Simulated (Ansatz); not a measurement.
# SnO: what the fields show

Input file:

```
crystal:
  lattice:
    - [0.0, 2.213329992, 2.213329992]
    - [2.213329992, 0.0, 2.213329992]
    - [2.213329992, 2.213329992, 0.0]
  atoms:
    - { symbol: Sn, position: [0.0, 0.0, 0.0] }
    - { symbol: O, position: [0.25, 0.25, 0.25] }
kpoints:
  mp_grid: { grid: [8, 8, 8] }
hamiltonian:
  xc: pbesol
scf:
  occupations: { method: fermi_dirac, width: 0.03 }
relax:
  f_tol: 0.01
  cell: {}
  max_steps: 120
output:
  write_density: true
  write_potential: true
  elf: true
  volumetric_format: npy
```

Command:

```sh
ansatz run input.yaml --threads 2 --pin off --max-ram 20275MiB --backend cpu --events-out ev --progress --plain --runs-dir out
```

Below, planes, directions and counts refer to the conventional cell (a = 5.37 Å, b = 5.37 Å, c = 5.37 Å, α = 90.00°, β = 90.00°, γ = 90.00°).

The fields are those of the relaxed geometry.

Space group F-43m; started from the zincblende prototype, which need not be the ambient phase.

These are results of DFT, PBEsol, plane waves, PAW in Ansatz, not measurements.

The density is the valence pseudo-density of a PAW calculation; it isn't the true density close to the nuclei.

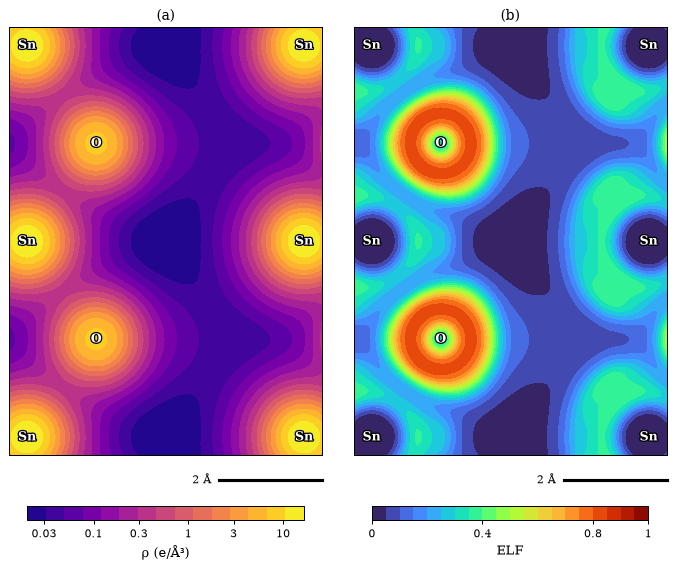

Figure 1. (a) valence charge density (pseudo); (b) ELF on the (011) plane of the conventional cell.

### Describe what can be read from this map.

The section cuts through Sn and O sites.
Sn–O (2.33 Å): ρ is about 0.4 e/Å³ halfway; the ELF is about 0.20 at the midpoint: no shared electron pair shows on this line.
Between the atoms the lowest density in this plane is 0.02 e/Å³.

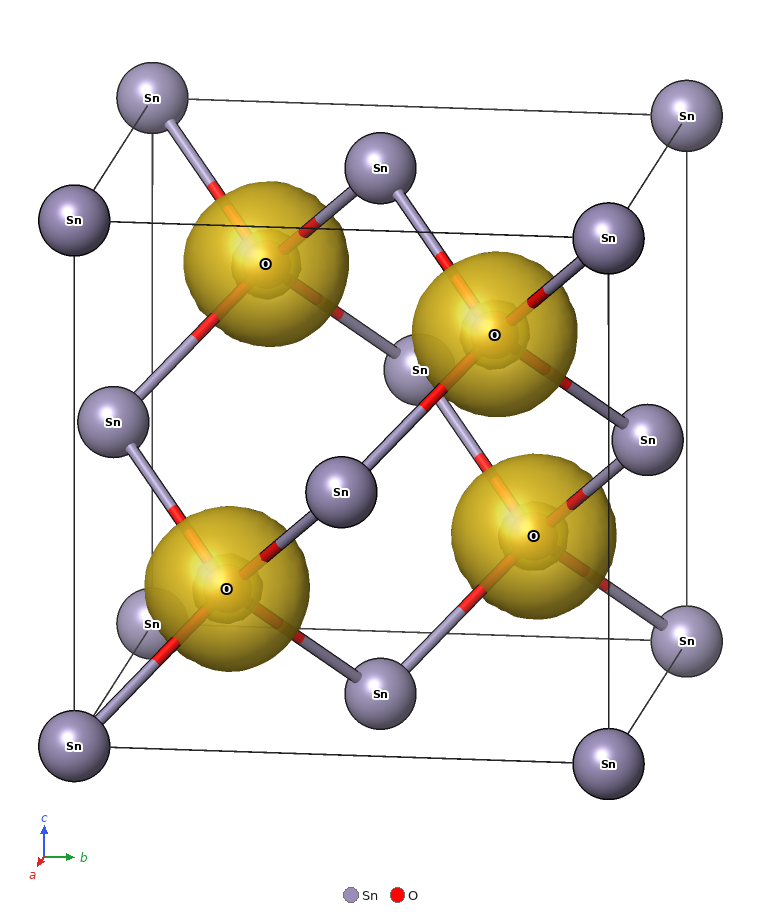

Figure 2. Isosurface of the ELF at 0.7 (yellow), seen at an oblique angle. Only the valence region is drawn (cores and ρ < 0.01 e/Å³ removed). Sticks mark near contacts.

### Identify the bonds, lone pairs and shells in this picture.

The surface consists of four regions wrapped around O (the valence shell of each), counted in one cell of 8 atoms. Any copies at cell faces, edges or corners count once.
